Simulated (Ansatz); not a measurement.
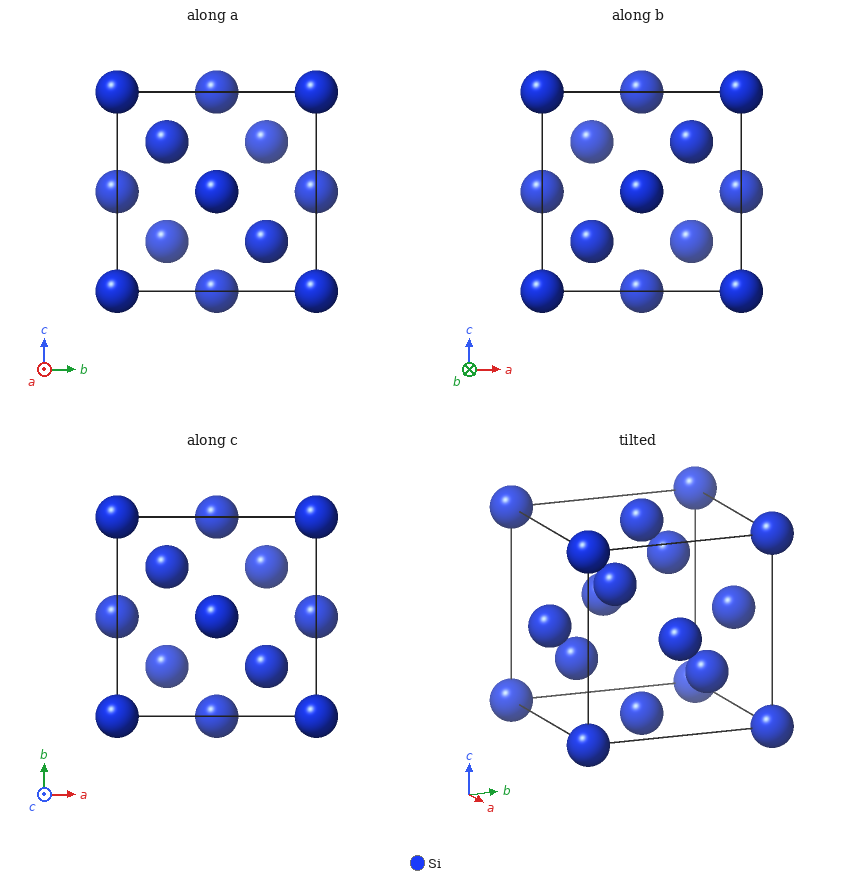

The image is a spheres-only drawing of a crystal, viewed along the a axis, along the b axis, along the c axis and slightly off an axis. The parallelepiped is the conventional unit cell.

Lattice parameters: a = 5.3354 Å, b = 5.3354 Å, c = 5.3354 Å, α = 90.000°, β = 90.000°, γ = 90.000°.

Question: Set out the cell and atoms as a CIF with its space group and independent sites.

Answer:
```cif
data_structure
_symmetry_space_group_name_H-M 'F d -3 m :1'
_symmetry_Int_Tables_number 227
_cell_length_a 5.3354
_cell_length_b 5.3354
_cell_length_c 5.3354
_cell_angle_alpha 90.000
_cell_angle_beta 90.000
_cell_angle_gamma 90.000
_cell_volume 151.88
loop_
_atom_site_label
_atom_site_type_symbol
_atom_site_symmetry_multiplicity
_atom_site_Wyckoff_symbol
_atom_site_fract_x
_atom_site_fract_y
_atom_site_fract_z
_atom_site_occupancy
Si1 Si 8 a 0.0000 0.5000 0.5000 1
```

Its origin is a structure type filled with this element by a generator (whether the element takes this form wasn't checked). The cell was then strained or its atoms displaced on purpose. Ansatz was used for an electronic-structure calculation on it.

At this level of theory the cell isn't at rest (compressed, at 7 GPa), so its distances can differ from those at equilibrium, the more so the softer the solid.
